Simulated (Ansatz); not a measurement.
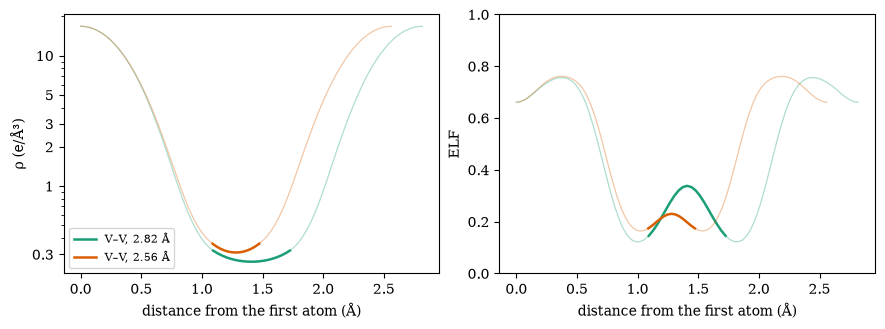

The picture shows: V. Valence electron density and ELF along straight lines between neighbouring atoms. Thin, pale parts lie inside the atomic spheres.

Space group I4/mmm; changed on purpose from its base cell (biaxial strain in the a-b plane, c and atoms relaxed: -6.0 %); computed pressure about 12 GPa in this cell; computed without spin polarisation.

Method: DFT PBE, scalar-relativistic, plane waves, PAW in Ansatz 0.2.0.

The density is the valence pseudo-density of a PAW calculation; it isn't the true density close to the nuclei.

```cif
data_structure
_symmetry_space_group_name_H-M 'P 1'
_symmetry_Int_Tables_number 1
_cell_length_a 2.8173
_cell_length_b 2.8173
_cell_length_c 3.2167
_cell_angle_alpha 90.000
_cell_angle_beta 90.000
_cell_angle_gamma 90.000
_cell_volume 25.53
loop_
_atom_site_label
_atom_site_type_symbol
_atom_site_fract_x
_atom_site_fract_y
_atom_site_fract_z
_atom_site_occupancy
V1 V 0.00000 0.00000 0.00000 1
V2 V 0.50000 0.50000 0.50000 1
```

Compare the contacts.

Answer. V–V (2.82 Å): ρ at the midpoint is about 0.26 e/Å³; the ELF is about 0.35 at the midpoint.
V–V (2.56 Å): ρ at the midpoint is about 0.31 e/Å³; the ELF is about 0.25 at the midpoint; no localised pair shows between them.
